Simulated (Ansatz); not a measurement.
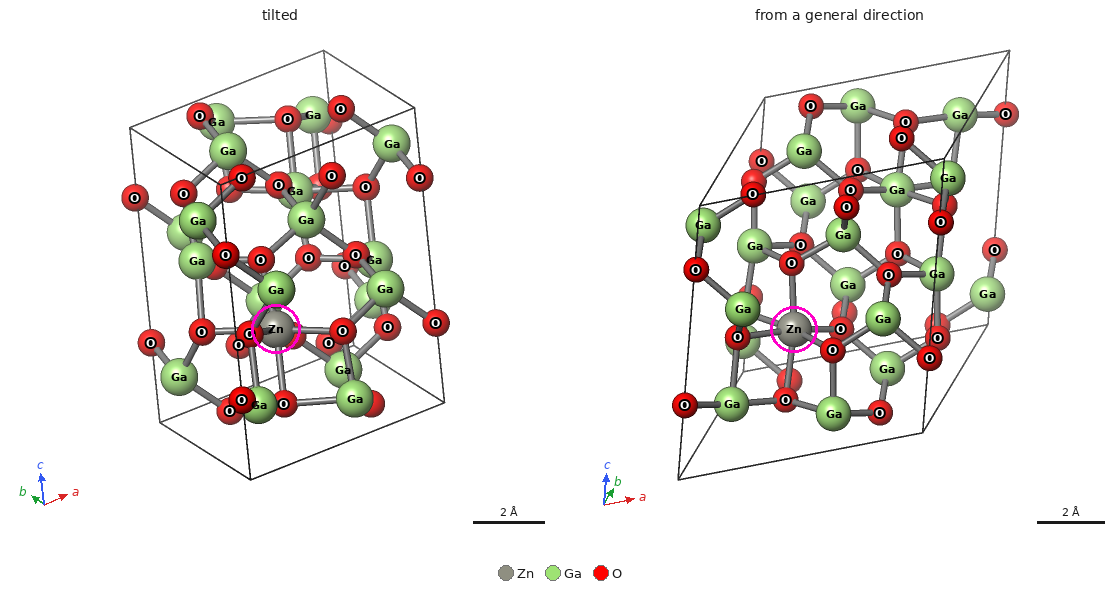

Shown here is a ball-and-stick view of the crystal, taken slightly off an axis and from a general direction. The edges of the supercell are marked. The host is Ga2O3, in a cell of 40 sites, and the cell is neutral. A ring marks the defect's site.

### Identify the point defect.

Zinc on a gallium site (a substitutional impurity). It is bonded to six O in a distorted octahedral arrangement at about 2.0 to 2.1 Å.

Theory: Ansatz 0.2.0, DFT PBEsol, scalar-relativistic, plane waves, PAW. Numerical settings: a basis cut at 420 eV, k-point mesh 2×2×2, Gaussian smearing of 0.02 eV, collinear spins.

### Does the defective cell carry a moment?

Yes, 1.0 μB in the cell.

The atoms were relaxed in the host's cell with Ansatz 0.2.0, DFT PBEsol, scalar-relativistic, plane waves, PAW.
